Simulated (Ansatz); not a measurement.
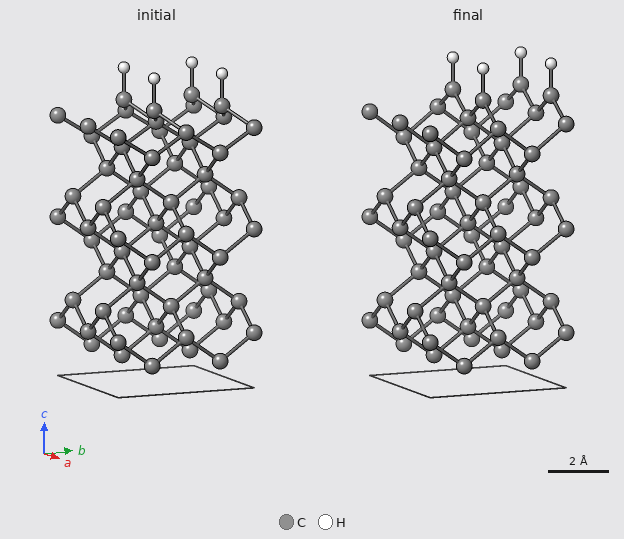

The structure of a slab of composition HC11 (cut from the Fd-3m phase) before (left) and after (right) a constrained relaxation, at one scale.

Style: ball-and-stick. Shown: the 2 × 2 repeat of the cell, outlined in the plane, without the vacuum, slightly off an axis.

Case: CH put at a hollow C-C site. The slab is the (1 0 0) face of C with CH on it. 5 atoms are held fixed.

The calculation used DFT PBEsol, scalar-relativistic, plane waves, PAW in Ansatz 0.2.0. Set-up: plane-wave cutoff 420 eV; k-point mesh 11 × 11 × 1; occupations gaussian; smearing width 0.05 eV; collinear spin; dipole correction; atoms relaxed in a fixed cell; force threshold 0.03 eV/Å; at most 70 steps.

### Describe what moved and what it gained.

After 7 geometry steps the energy has fallen by 3.216 eV per cell of the calculation. The largest force component goes from 6.7 to 0.0023 eV/Å. The largest moves, 0.70 Å, are those of C and H atoms. Largest moves by element: C 0.70 Å, H 0.70 Å. The lattice vectors keep their values. Near-neighbour distances that change, for instance: C–C 1.971 → 2.478 Å, C–C 1.481 → 1.570 Å, C–C 1.528 → 1.482 Å, C–C 1.559 → 1.533 Å. Bond angles that change, for instance: C–C–C 81.9° → 108.5°, C–C–C 123.8° → 108.5°, C–C–C 116.1° → 106.3°. The program noted that the starting moments weren't kept. The run may lie on a higher electronic state than the lowest, so the end point isn't shown to be the ground-state structure. The run took 24 min on 1 thread of Intel(R) Xeon(R) Platinum 8259CL CPU @ 2.50GHz (Skylake/Cascade Lake), on a shared host, peak memory 0.68 GiB.

Limits of the set-up: the periodic images lie only 2.5 Å apart, so the values are limited by the cell's size.
